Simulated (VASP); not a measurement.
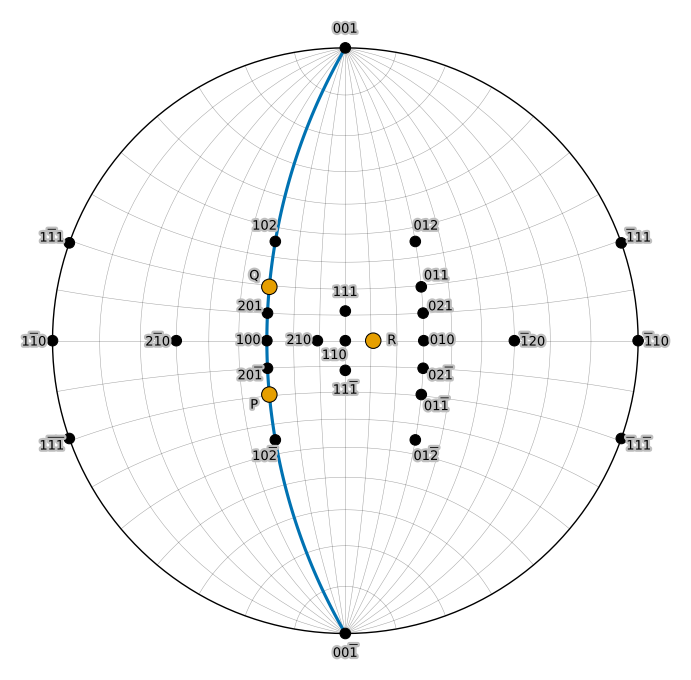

Crystal: CoO, the geometry relaxed with VASP, VASP Kohn-Sham DFT of a periodic cell, PBE with D2, VASP PAW PBE potentials, recommended. Stereographic projection of plane normals (upper hemisphere) centred on (1 1 0). All values are computed from the atomic coordinates in the standard setting (tolerance 0.002 Å).

a = 3.165 Å, b = 3.165 Å, c = 7.734 Å, α = 90.00°, β = 90.00°, γ = 120.00°.

Q: Index the poles marked P, Q, R.

A: P is (1 0 −1), in four indices (1 0 −1 −1), 35.3° from the centre; Q is (1 0 1), in four indices (1 0 −1 1), 35.3° from the centre; R is (1 2 0), in four indices (1 2 −3 0), 10.9° from the centre.

Q: Which zone does the coloured great circle trace?

A: The zone [0 1 0]: its poles satisfy k = 0.

Q: What is the angle between the normals of (0 2 −1) and (−1 1 0), and what are their d_hkl = 1/|g|?

A: 60.5°; d = 1.350 Å and 2.741 Å.
